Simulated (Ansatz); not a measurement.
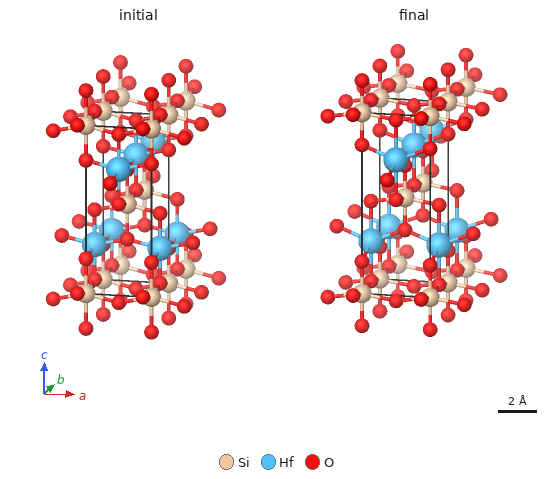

The structure of a crystal of HfSiO₄ (built on the anatase host type) before (left) and after (right) a relaxation, at one scale.

A ball-and-stick model of the conventional cell (2 times the calculation's cell), repeated 1 × 2 × 1 with one cell outlined, seen slightly off an axis. Lengths and directions refer to the drawn axes.

These are results of DFT, PBE, plane waves, PAW (Ansatz), not measurements. Settings: plane-wave cutoff 420 eV; k-point mesh 10 × 10 × 10; occupations fermi dirac; smearing width 0.02 eV; no spin polarisation; cell and atoms relaxed; force threshold 0.005 eV/Å.

Summarise the run.

The largest moves relative to the cell, 0.29 Å, are those of O atoms. Hf and Si stay in place. Cell: a = b 3.607 → 3.752 Å (+4.0 %), c 9.169 → 9.861 Å (+7.5 %). Volume +16.4 %. Some distances before and after: Hf–O 1.899 → 2.173 Å, Hf–O 1.846 → 2.007 Å, O–Si 1.899 → 1.753 Å, O–Si 1.846 → 1.899 Å. Among the angles between lasting bonds that change: O–Hf–O 155.4° → 138.4°, Hf–O–Hf 155.4° → 138.4°, O–Hf–O 77.7° → 69.2°. The space group stays I-4m2 (No. 119). After 8 accepted moves (10 points after the start) the energy has fallen by 633 meV per atom. Largest force component: 6.8 eV/Å at the start, 0.00039 eV/Å at the end. The pressure goes from 60.48 to 0.01 GPa. The SCF was repeated twice at an unchanged geometry on a basis and grid sized afresh for the cell, which shifted the energy by 16.1 meV per atom at most.
